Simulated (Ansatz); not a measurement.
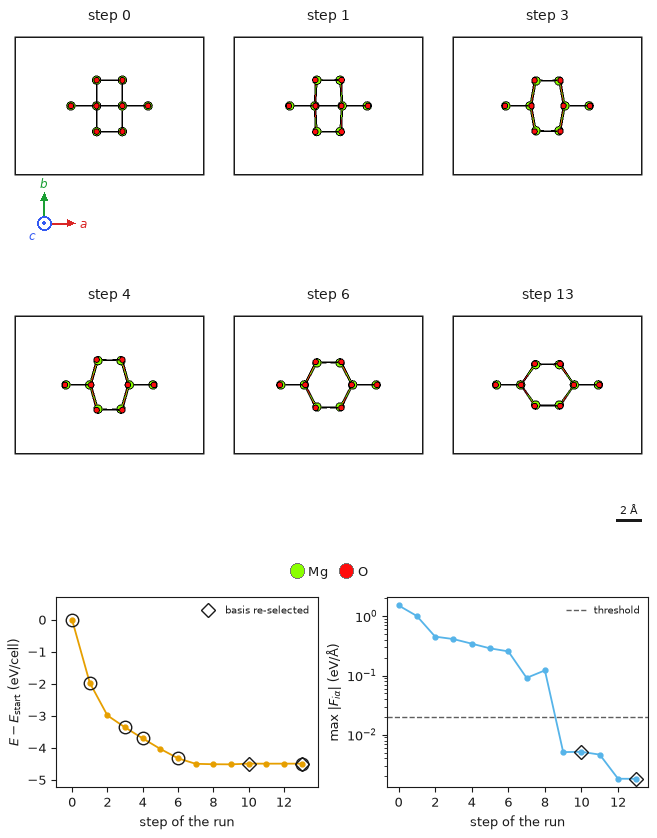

Frames of a relaxation of a wire of composition MgO, marked on the history of the run. The picture is a ball-and-stick view of the cell of the calculation, with the vacuum cut short, seen along the c axis.

Case: wire along [0 0 1], 16 atoms a period.

Method: DFT PBE, scalar-relativistic, plane waves, PAW in Ansatz.

Input file:
```yaml
crystal:
  lattice:
    - [15.4, 0.0, 0.0]
    - [0.0, 13.6, 0.0]
    - [0.0, 0.0, 4.2537045194]
  atoms:
    - { symbol: Mg, position: [0.2928390656, 0.5, 0.0] }
    - { symbol: Mg, position: [0.5690536448, 0.5, 0.0] }
    - { symbol: O, position: [0.4309463552, 0.5, 0.0] }
    - { symbol: O, position: [0.7071609344, 0.5, 0.0] }
    - { symbol: Mg, position: [0.5690536448, 0.3436138044, 0.5] }
    - { symbol: Mg, position: [0.5690536448, 0.6563861956, 0.5] }
    - { symbol: O, position: [0.4309463552, 0.3436138044, 0.5] }
    - { symbol: O, position: [0.4309463552, 0.6563861956, 0.5] }
    - { symbol: Mg, position: [0.4309463552, 0.5, 0.5] }
    - { symbol: Mg, position: [0.7071609344, 0.5, 0.5] }
    - { symbol: O, position: [0.2928390656, 0.5, 0.5] }
    - { symbol: O, position: [0.5690536448, 0.5, 0.5] }
    - { symbol: Mg, position: [0.4309463552, 0.3436138044, 0.0] }
    - { symbol: Mg, position: [0.4309463552, 0.6563861956, 0.0] }
    - { symbol: O, position: [0.5690536448, 0.3436138044, 0.0] }
    - { symbol: O, position: [0.5690536448, 0.6563861956, 0.0] }
basis:
  ecutwfc: 420
kpoints:
  mp_grid: { grid: [1, 1, 8] }
hamiltonian:
  xc: pbe
scf:
  occupations: { method: gaussian, width: 0.05 }
output:
  forces: true
  stress: true
  eigenvalues: true
  populations: true
  write_density: true
  write_potential: true
  elf: true
  volumetric_format: npy
relax:
  adjacent_minimum: "off"
  f_tol: 0.02
  max_steps: 45
  cell: { fix: [a, b, alpha, beta, gamma], stress_tol: 0.03 }
```

Launched with:
```bash
ansatz run input.yaml --threads 4 --pin off --max-ram 11264MiB --backend cpu --events-out ev --progress --plain --runs-dir out
```

Question: Describe the path.

Answer: The largest moves relative to the centre of the atoms, 1.16 Å, are those of Mg2 and Mg9. Largest moves by element: Mg 1.16 Å, O 1.12 Å. Along the periodic axis the drawn cell goes c 4.254 → 3.917 Å (−7.9 %). Some distances before and after: Mg2–O3 2.127 → 4.404 Å, Mg5–Mg13 3.008 → 2.766 Å, Mg1–Mg9 3.008 → 2.789 Å, Mg1–O11 2.127 → 1.960 Å. Bonds break, among them: Mg2–O3 (2.13 → 4.40 Å), Mg9–O12 (2.13 → 4.40 Å). Among the angles between lasting bonds that change: Mg13–O3–Mg14 180.0° → 108.3°, O15–Mg2–O16 180.0° → 112.3°, O3–Mg14–O16 90.0° → 127.8°. The energy falls by 4.489 eV per cell of the calculation in 11 accepted moves (13 points after the start). Largest force component: 1.5 eV/Å at the start, 0.0018 eV/Å at the end. The SCF was repeated twice at an unchanged geometry on a basis and grid sized afresh for the cell, which shifted the energy by 22.4 meV per cell of the calculation at most. From step 0 to 1: Mg atoms move most (0.10 Å), energy −1.963 eV per cell of the calculation. From step 1 to 3: Mg atoms move most (0.31 Å), energy −1.395 eV per cell of the calculation. From step 3 to 4: Mg and O atoms move most (0.20 Å), energy −0.344 eV per cell of the calculation. From step 4 to 6: O atoms move most (0.39 Å), energy −0.621 eV per cell of the calculation. From step 6 to 13: Mg and O atoms move most (0.27 Å), energy −0.167 eV per cell of the calculation.

| step | E − E(0), meV/atom | largest force component, eV/Å | note |
| --- | --- | --- | --- |
| 0 | 0.00 | 1.5255 |  |
| 1 | -122.66 | 1.0116 |  |
| 2 | -186.46 | 0.4535 |  |
| 3 | -209.83 | 0.4123 |  |
| 4 | -231.34 | 0.3450 |  |
| 5 | -251.84 | 0.2875 |  |
| 6 | -270.15 | 0.2558 |  |
| 7 | -280.89 | 0.0912 |  |
| 8 | -281.70 | 0.1220 |  |
| 9 | -281.95 | 0.0051 |  |
| 10 | -280.55 | 0.0052 | same geometry, new basis |
| 11 | -280.62 | 0.0046 |  |
| 12 | -280.60 | 0.0018 |  |
| 13 | -280.57 | 0.0018 | same geometry, new basis |
